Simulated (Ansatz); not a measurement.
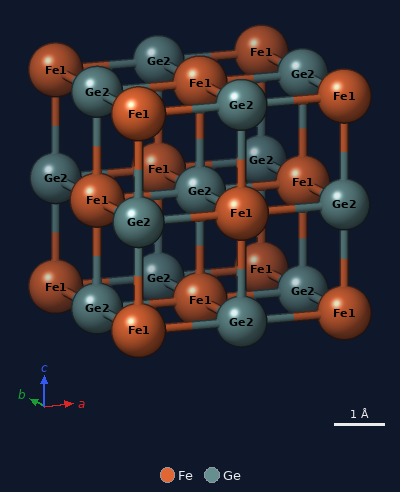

Figure 1. The input geometry (ball-and-stick view of the cell 4 times as large as that of the calculation, set on its symmetry axes, seen slightly off an axis; atoms are numbered from 1 in the order of the input). Near neighbours in the crystal (not all of them lie inside the picture): Fe has 6 Ge at 2.26 Å; Ge has 6 Fe at 2.26 Å.

Single-point calculation, with input and output: FeGe

System: FeGe (Fm-3m, 2 atoms in the cell).
Method: DFT, PBE, PAW with Ansatz's default frozen-core files, scalar-relativistic, spin-polarised (Ansatz 0.2.0).

Its volume is 0.76 times that of the source entry. It belongs to a series of runs on one base structure; here: volume scaled by 0.76, PAW files. Figures and captions count atoms from 1; the log counts them from 0 in places.

The input:
```yaml
crystal:
  lattice:
    - [0.0, 2.2552721169, 2.2552721169]
    - [2.2552721169, 0.0, 2.2552721169]
    - [2.2552721169, 2.2552721169, 0.0]
  atoms:
    - { symbol: Fe, position: [0.0, 0.0, 0.0], spin: 2.5 }
    - { symbol: Ge, position: [0.5, 0.5, 0.5] }
magnetization:
  spin_polarized: true
kpoints:
  mp_grid: { grid: [14, 14, 14] }
scf:
  occupations: { method: fermi_dirac, width: 0.08 }
hamiltonian:
  xc: pbe
  pseudopotentials: { kind: paw }
output:
  forces: true
  stress: true
  eigenvalues: true
  populations: true
  write_density: true
  write_potential: true
  elf: true
  volumetric_format: npy
```

Machine: 1 thread of Arm Neoverse V1, 24 GiB of memory available, shared host.

Run as:
```bash
ansatz run input.yaml --threads 1 --pin off --max-ram 3072MiB --backend cpu --events-out ev --progress --plain --runs-dir out
```

Output:
```
Engine: ansatz 0.2.0, aarch64-unknown-linux-gnu
Pseudopotentials: kind: paw
Pseudopotential: Fe, paw, valence charge 16, recommended cutoff 420 eV (normal), Fe.paw.azcp
Pseudopotential: Ge, paw, valence charge 14, recommended cutoff 420 eV (normal), Ge.paw.azcp
Functional definition: PBE
  parameter kappa = 0.804
  parameter beta = 0.06672455060314922
  exchange = pbe_x(kappa = kappa, mu = beta*pi^2/3)
  correlation = pbe_c(beta = beta)
Crystal: 2 atoms, lattice volume = 22.942 Å³
Basis set: ecut = 420 eV, 459 PW (Γ), exchange–correlation on 48×48×48 points (8 copies of the dense FFT grid, shifted against one another)
Bands: 21, of which v1, the nominal top of the filled ones, is band 15 counted from 1 (14 counted from 0)
Symmetry: 48 space group operations
Space group: Fm-3m (ITA 225), of the structure as read, at distance tolerance 2.8e-5 Å
Magnetic group: BNS 225.116 (UNI 1618), of the structure as read, at distance tolerance 2.8e-5 Å
k-points: 104 of 2744
Non-local potential: Fe, projectors of the file, l = 0: 3, l = 1: 2, l = 2: 3, l = 3: 1
Non-local potential: Ge, projectors of the file, l = 0: 2, l = 1: 2, l = 2: 3, l = 3: 1
PAW form: soft (Blöchl's): semilocal exchange-correlation on the pseudo side does not see the compensation charge
PAW one-centre angular grid: Fe, 590 points (default); XC on 64 Gauss nodes
PAW one-centre angular grid: Ge, 590 points (default); XC on 64 Gauss nodes
Initial density: superposition of atomic densities (chi_scale 0.1, normalization cell)
Starting moments: Σ|m| = 2.5 μB on 1 of 2 sites
Initial wavefunctions: pseudopotential atomic-orbital guess
Functional: x = pbe(κ = 0.804, μ = 0.2195149727645171), c = pbe(β = 0.06672455060314922)
SCF iter   1: F=—  HF=-8772.524889 eV  |F-HF|=—  |Δ(HF+E_count)|=         —  Δρ=9.04e-2 (↑9.04e-2 ↓2.70e-2)  dr2=9.81e-1  dr2_m=5.66e-1  M=1.646 μB ∫|m|=1.814 μB  β_m=0.30  ethr=3.10e-3  ⟨swp⟩=4.3  Hψ=16842  notcnv=0
Mixer restart at iter 1: flushing history
preconditioner: auto → Kerker (q_TF=auto, 2.853 Å⁻¹)  [metal: Δε(μ)=0.005 eV  Ē_g=19.933 eV  σ=0.080 eV  W_gap=0.02  n_scr=14 (ndim 8)  ℏωp=36.4 eV  f_vac=0.000  D(μ)=2.27/eV (n_scr^D=26)]
spin=Collinear: Kerker preconditioning applied to the charge; magnetization (m = ρ↑ − ρ↓) channel mixes plain (no charge-response kernel on spin).
SCF iter   2: F=—  HF=-8772.265315 eV  |F-HF|=—  |Δ(HF+E_count)|=   2.60e-1  Δρ=4.89e-2 (↑4.89e-2 ↓4.64e-2)  dr2=6.62e-2  dr2_m=4.48e-1  M=1.497 μB ∫|m|=1.674 μB  β_m=0.47  ethr=3.10e-3  ⟨swp⟩=2.0  Hψ=7001  notcnv=1  defer=123
SCF iter   3: F=—  HF=-8773.093864 eV  |F-HF|=—  |Δ(HF+E_count)|=   8.29e-1  Δρ=5.63e-2 (↑3.34e-2 ↓5.63e-2)  dr2=2.25e-1  dr2_m=4.04e-1  M=1.255 μB ∫|m|=1.440 μB  β_m=0.47  ethr=2.21e-4  ⟨swp⟩=2.7  Hψ=7774  notcnv=0  defer=123
SCF iter   4: F=—  HF=-8773.892150 eV  |F-HF|=—  |Δ(HF+E_count)|=   7.98e-1  Δρ=4.41e-2 (↑2.53e-2 ↓4.41e-2)  dr2=1.87e-1  dr2_m=2.41e-1  M=0.953 μB ∫|m|=1.121 μB  β_m=0.25  ethr=2.21e-4  ⟨swp⟩=2.8  Hψ=9175  notcnv=0  defer=125
SCF iter   5: F=—  HF=-8773.881875 eV  |F-HF|=—  |Δ(HF+E_count)|=   1.03e-2  Δρ=2.60e-2 (↑2.60e-2 ↓2.01e-2)  dr2=1.67e-2  dr2_m=1.06e-1  M=0.877 μB ∫|m|=1.020 μB  β_m=0.51  ethr=2.21e-4  ⟨swp⟩=2.0  Hψ=7658  notcnv=0  defer=145
SCF iter   6: F=—  HF=-8774.057521 eV  |F-HF|=—  |Δ(HF+E_count)|=   1.76e-1  Δρ=4.11e-2 (↑4.11e-2 ↓1.83e-2)  dr2=9.22e-2  dr2_m=1.80e-1  M=0.188 μB ∫|m|=0.275 μB  β_m=0.86  ethr=5.56e-5  ⟨swp⟩=2.9  Hψ=9814  notcnv=0  defer=148
SCF iter   7: F=-8773.858172 eV  HF=-8773.997866 eV  |F-HF|=1.40e-1  |Δ(HF+E_count)|=   5.97e-2  Δρ=3.10e-2 (↑3.10e-2 ↓1.26e-2)  dr2=3.33e-1  dr2_m=2.29e-2  M=0.063 μB ∫|m|=0.112 μB  β_m=0.86  ethr=5.56e-5  ⟨swp⟩=2.4  Hψ=9928  notcnv=0  defer=156
SCF iter   8: F=-8774.040466 eV  HF=-8774.063653 eV  |F-HF|=2.32e-2  |Δ(HF+E_count)|=   6.58e-2  Δρ=3.35e-2 (↑3.35e-2 ↓2.82e-2)  dr2=4.47e-3  dr2_m=2.00e-1  M=0.232 μB ∫|m|=0.320 μB  β_m=0.93  ethr=5.56e-5  ⟨swp⟩=2.6  Hψ=9151  notcnv=0  defer=159
SCF iter   9: F=-8774.039578 eV  HF=-8774.063048 eV  |F-HF|=2.35e-2  |Δ(HF+E_count)|=   6.05e-4  Δρ=3.08e-2 (↑3.08e-2 ↓2.36e-2)  dr2=1.04e-2  dr2_m=1.55e-1  M=0.178 μB ∫|m|=0.252 μB  β_m=0.67  ethr=1.49e-5  ⟨swp⟩=1.9  Hψ=7132  notcnv=0  defer=158
SCF iter  10: F=-8773.966742 eV  HF=-8774.054971 eV  |F-HF|=8.82e-2  |Δ(HF+E_count)|=   8.08e-3  Δρ=1.47e-2 (↑1.47e-2 ↓1.10e-2)  dr2=1.51e-1  dr2_m=2.72e-3  M=0.024 μB ∫|m|=0.028 μB  β_m=0.84  ethr=1.49e-5  ⟨swp⟩=2.4  Hψ=8751  notcnv=0  defer=159  recentre
SCF iter  11: F=-8774.050457 eV  HF=-8774.051288 eV  |F-HF|=8.30e-4  |Δ(HF+E_count)|=   3.68e-3  Δρ=6.65e-3 (↑3.67e-3 ↓6.65e-3)  dr2=4.00e-3  dr2_m=3.93e-3  M=0.027 μB ∫|m|=0.031 μB  β_m=0.98  ethr=1.49e-5  ⟨swp⟩=2.4  Hψ=9598  notcnv=0  defer=160
SCF iter  12: F=-8774.052869 eV  HF=-8774.053423 eV  |F-HF|=5.54e-4  |Δ(HF+E_count)|=   2.14e-3  Δρ=2.43e-3 (↑2.43e-3 ↓1.97e-3)  dr2=1.45e-4  dr2_m=9.68e-4  M=-0.008 μB ∫|m|=0.012 μB  β_m=0.85  ethr=1.33e-5  ⟨swp⟩=2.0  Hψ=9065  notcnv=0  defer=159
SCF iter  13: F=-8774.053044 eV  HF=-8774.053171 eV  |F-HF|=1.27e-4  |Δ(HF+E_count)|=   2.52e-4  Δρ=5.60e-4 (↑4.14e-4 ↓5.60e-4)  dr2=1.73e-4  dr2_m=2.42e-6  M=0.000 μB ∫|m|=0.001 μB  β_m=0.84  ethr=4.85e-7  ⟨swp⟩=2.0  Hψ=7538  notcnv=0  defer=159
SCF iter  14: F=-8774.053156 eV  HF=-8774.053157 eV  |F-HF|=1.43e-6  |Δ(HF+E_count)|=   1.34e-5  Δρ=1.72e-4 (↑5.84e-5 ↓1.72e-4)  dr2=4.64e-6  dr2_m=2.05e-6  M=0.001 μB ∫|m|=0.001 μB  β_m=0.92  ethr=4.85e-7  ⟨swp⟩=2.0  Hψ=5368  notcnv=0  defer=159
SCF iter  15: F=-8774.053158 eV  HF=-8774.053158 eV  |F-HF|=3.46e-7  |Δ(HF+E_count)|=   1.03e-6  Δρ=3.38e-5 (↑1.85e-5 ↓3.38e-5)  dr2=5.51e-7  dr2_m=2.09e-8  M=-0.000 μB ∫|m|=0.000 μB  β_m=0.96  ethr=1.55e-8  ⟨swp⟩=2.1  Hψ=6324  notcnv=0  defer=159
SCF iter  16: F=-8774.053158 eV  HF=-8774.053158 eV  |F-HF|=2.78e-9  |Δ(HF+E_count)|=   2.87e-8  Δρ=5.08e-6 (↑4.28e-6 ↓5.08e-6)  dr2=1.38e-8  dr2_m=5.02e-10  M=-0.000 μB ∫|m|=0.000 μB  β_m=0.98  ethr=1.84e-9  ⟨swp⟩=2.0  Hψ=4922  notcnv=0  defer=159
SCF iter  17: F=-8774.053158 eV  HF=-8774.053158 eV  |F-HF|=5.97e-10  |Δ(HF+E_count)|=  9.91e-10  Δρ=1.22e-6 (↑1.17e-6 ↓1.22e-6)  dr2=1.06e-9  dr2_m=9.10e-12  M=0.000 μB ∫|m|=0.000 μB  β_m=0.91  ethr=4.61e-11  ⟨swp⟩=2.4  Hψ=5837  notcnv=0  defer=159
SCF iter  18: F=-8774.053158 eV  HF=-8774.053158 eV  |F-HF|=1.87e-9  |Δ(HF+E_count)|=  1.40e-10  Δρ=1.77e-6 (↑1.77e-6 ↓1.41e-6)  dr2=2.03e-9  dr2_m=8.29e-12  M=0.000 μB ∫|m|=0.000 μB  ethr=3.53e-12  ⟨swp⟩=6.9  Hψ=22841  notcnv=0
SCF 1 converged in 18 iterations: F = -8774.053158 eV  dr2 = 2.03e-9
  greatest PAW one-centre occupation: 1.002 electrons in one spin orbital (limit 2), on the Fe atom at site 0 (counted from 0), in its partial waves of l = 1
```

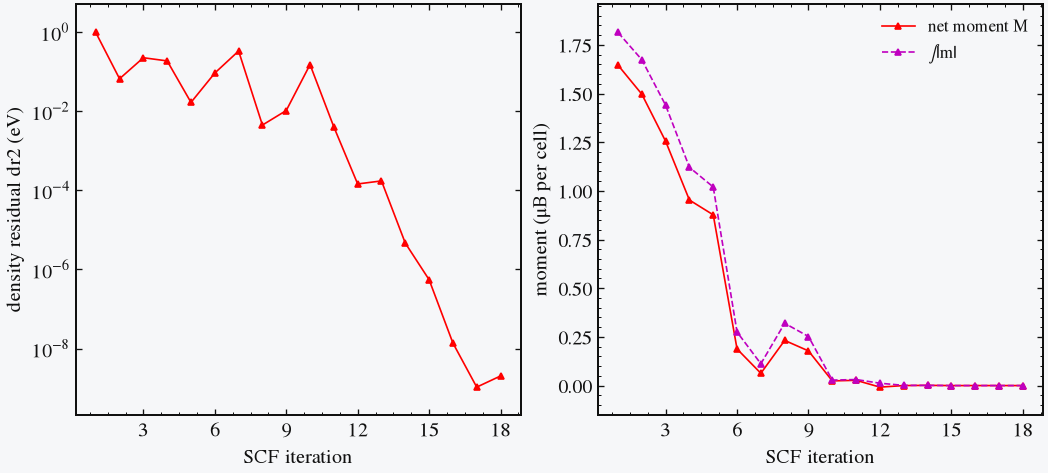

Figure 2. Convergence of the self-consistent field: density residual dr2 and magnetic moment against the SCF iteration. The residual falls unevenly and jumps up by a factor of two or more 5 times on the way down. The net moment goes from 1.6 to 0.0 μB per cell, and ∫|m| falls to zero.

```
at 2 of the mixer's solves, the last at iteration 9, it left a direction of its history that read negative out of its fit and stepped the other way along it
the search or the solves at the SCF's close seem to have found levels that the self-consistency loop had missed (the run counts 1). By its estimate they hold under 1e-12 electrons; where the run keeps them, the occupations were computed again with them
WARN: the starting moments were not kept: the SCF closed with an absolute magnetisation of 6.0e-6 μB, where they sum to 2.5 μB in size (1 site). That is at most 0.1 of that sum. Measured as dr2_m measures the in/out step, that magnetisation stands 4.5e-11 eV from none, at or under the dr2_threshold of 1.0e-7 eV: it is no larger than a step whose dr2_m would equal this threshold. The system may hold no moment; this SCF shows only that its start led to no more than that. To try another start: raise the starting moments (crystal.atoms[].spin, magnetization.per_species, magnetization.initial_magnetization, or on a non-collinear deck that types none of these the spinor_matrix: blocks that start its atoms; where the total moment is fixed, keep their sum and leave initial_magnetization as it is; typed ones take the place of any that the run laid by itself, positive ones on a crystal's lanthanoids without a Hubbard term where scf.initial_density.shell_occupations: [] is typed) or, if the notice of its spin-set hold's release reads "site moments contracting" or "site moments show no strong build", lengthen the hold (scf.mixing.spin_hold: { on: { confirm: 4 } }; for m-r²SCAN on two components see the key's manual first). Each may lead to a state that holds a moment. A second SCF, from the converged charge density, with the starting moments and any scf.initial_density.shell_occupations laid on it anew, would have followed, and was not run: the deck does not ask for one (magnetization.retry_lost_moments is false, the default). To let it run, set magnetization.retry_lost_moments: true and run the deck again, where that key's refused combinations let it; where memory then withholds it, that run's warning says so.
SCF converged after 18 iterations
Magnetization: 0.0000 μB (15.0000 up, 15.0000 down)
Absolute magnetization: 0.0000 μB (∫|ρ↑−ρ↓|, with the PAW one-centre terms)
Spin contamination: 0.0000 ħ² per cell (⟨S²⟩ above its minimum at these occupations)
Per-site moments (μB) at R_I (Å): [(4.921880387392838e-6, 0.93029974822125), (-3.4046111112068914e-7, 0.93029974822125)]
Free energy (F): -8774.053158 eV
Harris-Foulkes:  -8774.053158 eV  (|F-HF|=1.87e-9)
Internal energy: -8774.025912 eV  (E = F + TS)
E sigma→0 (E₀):  -8774.039535 eV
Entropy (-TS):   -0.027247 eV (-13.623 meV/atom)
Fermi energy:    19.150462 eV
--- Per-component energies (eV) ---
  E_band       = -206.273432
  E_kinetic    = 479.776074
  E_local      = -3951.057941  (includes V_loc(G=0)·N_el)
  E_nonlocal   = 638.576420
  E_hartree    = 1732.350508
  E_xc         = -198.402806
  E_vxc        = -223.123813  (∫ρ·V_xc dr)
  E_paw        = -3388.054403  (= ΣΔE_a)
  E_vpaw       = -615.148956  (= ΣTr[D̂ρ^β])
  E_aug_tail   = 0.001144  (compensation charges beyond the density's cutoff)
  E_ewald      = -4087.214909
  E_smearing   = -0.027247  (= −TS)
  E_closure    = 0.000000  (closes the sum)
  Σ components = -8774.053158   (vs F -8774.053158, Δ=0.00e0)
--- Forces (eV/Å), atoms counted from 1 ---
  atom   1  Fe    -0.00000000     0.00000000    -0.00000000
  atom   2  Ge     0.00000000    -0.00000000     0.00000000
  max |Σ_I F_I| component: 3.55e-29 eV/Å
--- Stress (GPa, compression-positive) ---
       43.159191      -0.000000      -0.000000
       -0.000000      43.159191      -0.000000
       -0.000000       0.000000      43.159191
  P = ⅓ Tr σ = 43.1592 GPa (431.592 kbar)
--- Band table (eV; the first three rows and the last of 208) ---
  k-point 0 ↑: bands = ["-67.3287", "-33.4800", "-33.4800", "-33.4800", "-5.5463", "-5.5463", "-5.4862", "-5.4862", "-5.4862", "5.2423", "17.4301", "17.4301", "17.4301", "17.8742", "17.8742", "24.3466", "24.3466", "24.3466", "30.4035", "32.8372", "32.8372"]
  k-point 1 ↑: bands = ["-67.3285", "-33.4822", "-33.4804", "-33.4804", "-5.5442", "-5.5442", "-5.4855", "-5.4838", "-5.4838", "5.3592", "17.3117", "17.4351", "17.4351", "17.7888", "17.7888", "23.8138", "24.4948", "24.4948", "30.0685", "32.8710", "32.8710"]
  k-point 2 ↑: bands = ["-67.3280", "-33.4884", "-33.4816", "-33.4816", "-5.5387", "-5.5387", "-5.4837", "-5.4768", "-5.4768", "5.7076", "16.9323", "17.2791", "17.2791", "17.7505", "17.7505", "22.6117", "24.8812", "24.8812", "29.5068", "32.7093", "32.7093"]
  k-point 103 ↓: bands = ["-67.3235", "-33.5105", "-33.5053", "-33.4987", "-5.5496", "-5.5007", "-5.4769", "-5.4493", "-5.4030", "10.5525", "14.1823", "14.6963", "15.7655", "18.9368", "19.2589", "19.3780", "19.8932", "20.7115", "30.9690", "31.0497", "33.1474"]
--- Löwdin populations: 2 sites ---
  site symbol       q [e]    m [muB]
     0     Fe     15.7933     0.0000
     1     Ge     14.0842    -0.0000
  spilling = 0.004082 (of n_electrons = 30.000000)
```

File populations.tsv:
```
# site	symbol	l	j	q_up	q_dn
# orbitals = lowdin
# n_electrons = 30.000000
# spilling = 0.004082
0	Fe	0_3S	-	0.977675	0.977675
0	Fe	0_4S	-	0.208727	0.208727
0	Fe	1_3P	-	2.989800	2.989800
0	Fe	2_3D	-	3.720455	3.720450
1	Ge	0_4S	-	0.693010	0.693011
1	Ge	1_4P	-	1.352460	1.352461
1	Ge	2_3D	-	4.996652	4.996652
```

File rho_z.tsv:
```
# z_ang	rho[e/angstrom^3]	rho_spin[e/angstrom^3]
# format = ansatz-planar-average/11
# lattice	0.000000000	2.255272117	2.255272117
# lattice	2.255272117	0.000000000	2.255272117
# lattice	2.255272117	2.255272117	0.000000000
# sites	2
# site	26	0.000000000	0.000000000	0.000000000
# site	32	2.255272117	2.255272117	2.255272117
0.000000	2.302411e0	1.147012e-6
0.132893	2.159462e0	1.024125e-6
0.265786	1.798097e0	7.465952e-7
0.398680	1.364814e0	4.783891e-7
0.531573	9.865856e-1	2.960641e-7
0.664466	7.244817e-1	1.801333e-7
0.797359	5.887367e-1	9.639463e-8
0.930252	5.780931e-1	3.463488e-8
1.063145	7.090200e-1	-6.006799e-9
1.196039	1.018112e0	-3.316236e-8
1.328932	1.502057e0	-5.363350e-8
1.461825	2.000989e0	-6.598448e-8
1.594718	2.220501e0	-6.956855e-8
1.727611	2.000989e0	-6.598448e-8
1.860505	1.502057e0	-5.363350e-8
1.993398	1.018112e0	-3.316236e-8
2.126291	7.090200e-1	-6.006799e-9
2.259184	5.780931e-1	3.463488e-8
2.392077	5.887367e-1	9.639463e-8
2.524970	7.244817e-1	1.801333e-7
2.657864	9.865856e-1	2.960641e-7
2.790757	1.364814e0	4.783891e-7
2.923650	1.798097e0	7.465952e-7
3.056543	2.159462e0	1.024125e-6
```

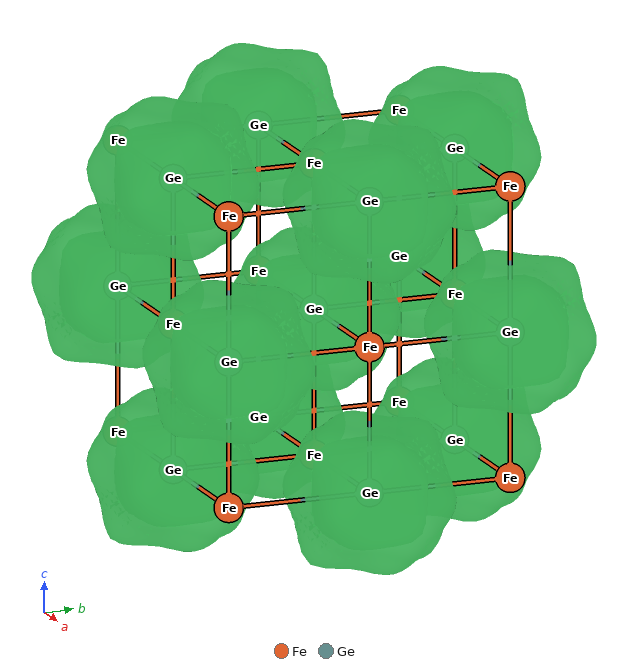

Figure 3. Isosurface of the ELF at 0.4 (green), seen slightly off an axis. Core shells and regions of very low density are left out. Sticks mark near contacts. The outline is the cell set on symmetry axes. Along the contacts the grid gives the following. Fe–Ge (2.26 Å): the ELF is about 0.35 at the midpoint, which marks metallic bonding. Core electrons are frozen (PAW), so the fields are smoothed inside the atomic spheres.

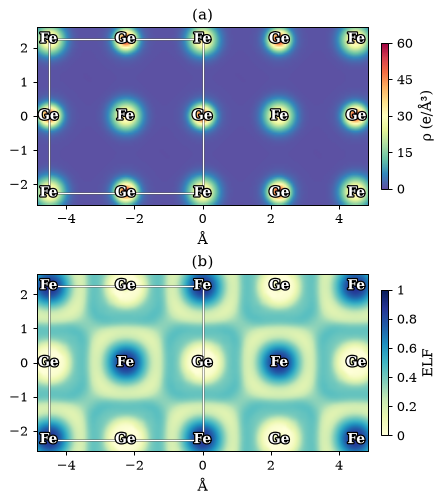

Figure 4. (a) valence charge density (pseudo); (b) electron localisation function on the (001) plane of the conventional cell. Atoms in the plane: Fe and Ge. Fe–Ge (2.26 Å): the density is about 0.53 e/Å³ at the midpoint; the ELF is about 0.35 at the midpoint, which marks metallic bonding. Away from the nuclei the density in this plane falls to 0.22 e/Å³ at its lowest. The strong features right at Fe lie inside the PAW spheres (semicore, d or f shells) and say nothing about bonding.

Summary:

- outcome: converged
- space group (tolerance 0.01 Å): Fm-3m (225)
- electrons treated: 30
- free energy: −8774.0532 eV
- Fermi energy: 19.150 eV
- net moment of the cell: 0.00 μB
- integrated absolute moment: 0.00 μB
- pressure: 43.16 GPa
- largest force (length of the vector): under 0.001 eV/Å
- wall time: 15 s
- peak memory: 0.38 GiB

Notes:

The program warns: some starting moments were not kept. The cell is under a pressure of 43 GPa at this level, so it is not at its equilibrium volume.
